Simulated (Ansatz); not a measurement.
```
Sn O
1.0
     0.00000    0.00000    3.23790
     4.82779    0.00000    0.00000
     0.00000    4.82781    0.00000
Sn O
2 4
Cartesian
  1.2355 2.4507 1.6190
  3.5923 0.0368 0.0000
  0.5654 1.1655 0.0000
  2.7514 0.9752 1.6190
  4.2626 3.5796 1.6190
  2.0767 3.3890 0.0000
```

Space group Pmn2₁; a point of a scan over the structure, not its minimum; a structure from a database of computed crystals, not necessarily the ambient phase; not relaxed (largest force 1.3 eV/Å); computed pressure about −2 GPa in this cell; PAW files of the earlier set (soft_1).

Level of theory: Ansatz 0.2.0, DFT PBE, scalar-relativistic, plane waves, PAW.

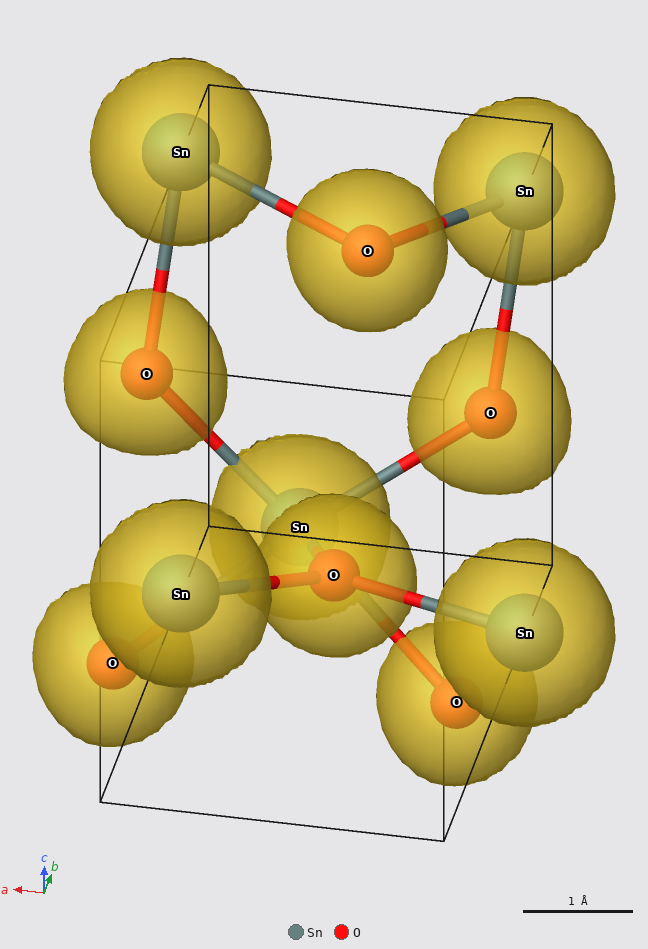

SnO₂. Isosurface of the valence electron density at 1 e/Å³ (yellow), seen at an oblique angle. Sticks mark near contacts.

Core electrons are frozen (PAW), and the valence fields are smoothed inside the atomic spheres.

Q: What does this surface tell about the bonding?

A: At this value the density breaks into separate islands; it holds about 70 % of the electrons treated as valence (semicore included). It bridges none of the near contacts. It is pinched off along the sampled Sn–O (2.05 Å), Sn–O (2.12 Å) and Sn–O (2.17 Å) contacts. On the grid the lowest density along these lines, outside the cores, is 0.65 e/Å³ (Sn–O, 2.05 Å), 0.55 e/Å³ (Sn–O, 2.12 Å) and 0.52 e/Å³ (Sn–O, 2.17 Å).
